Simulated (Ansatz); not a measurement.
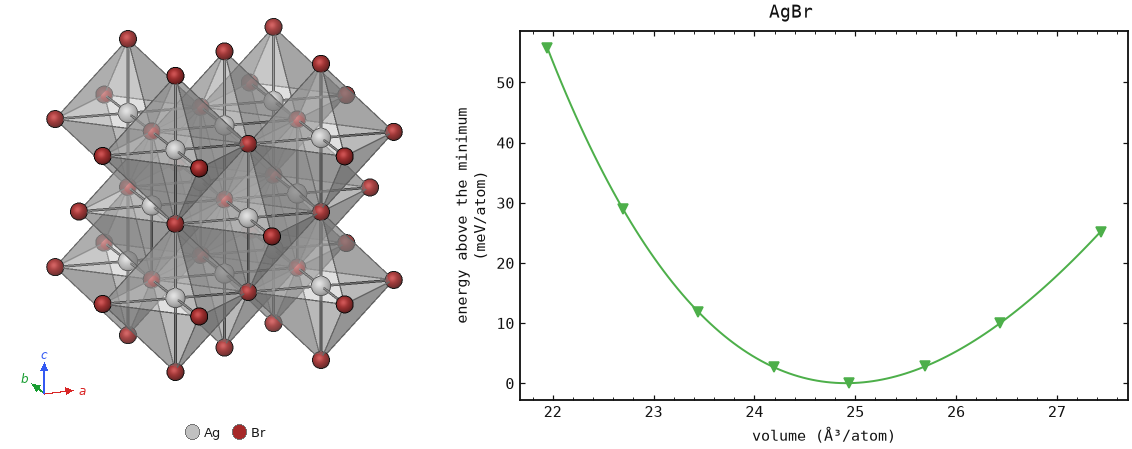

The plot gives the computed energy above the minimum against volume for AgBr, space group Fm-3m (No. 225). The conventional cell is drawn beside the plot.

Starting cell:
```
Ag Br
1.0
     0.00000    2.92166    2.92166
     2.92166    0.00000    2.92166
     2.92166    2.92166    0.00000
Ag Br
1 1
Cartesian
  0.0000 0.0000 0.0000
  2.9217 2.9217 2.9217
```

Computed with Ansatz 0.2.0: third-order Birch-Murnaghan fit to density functional energies at scaled volumes of the given relaxed cell, shape and atoms relaxed at each volume; energies count from the fitted minimum; plane waves with PAW datasets, Γ-centred k mesh. Level: PBE, no spin polarisation.

| setting | value |
| --- | --- |
| wave cutoff | 420 eV |
| k mesh | 8×8×8 |
| occupations | Gaussian |
| smearing width | 0.02 eV |

From this curve and the settings, what does the calculation give for the pressure and gap on the k mesh at the same points?

The pressure falls from 6.89 GPa at volume 21.947 Å³/atom to −2.89 GPa at 27.434 Å³/atom, and changes sign near 24.91 Å³/atom. The gap on the k mesh stays open and runs from 0.672 eV at volume 21.947 Å³/atom to 0.744 eV at 27.434 Å³/atom, with its least value, 0.668 eV, at 22.695 Å³/atom.

```
volume (Å³/atom)  pressure (GPa)  gap on the k mesh (eV)
          21.947            6.89                   0.672
          22.695            4.63                   0.668
          23.443            2.77                   0.671
          24.191            1.22                   0.678
          24.940           -0.05                   0.689
          25.688           -1.10                   0.703
          26.436           -1.96                   0.719
          27.434           -2.89                   0.744
```

Note: a crossing between the sampled k points may be missed.
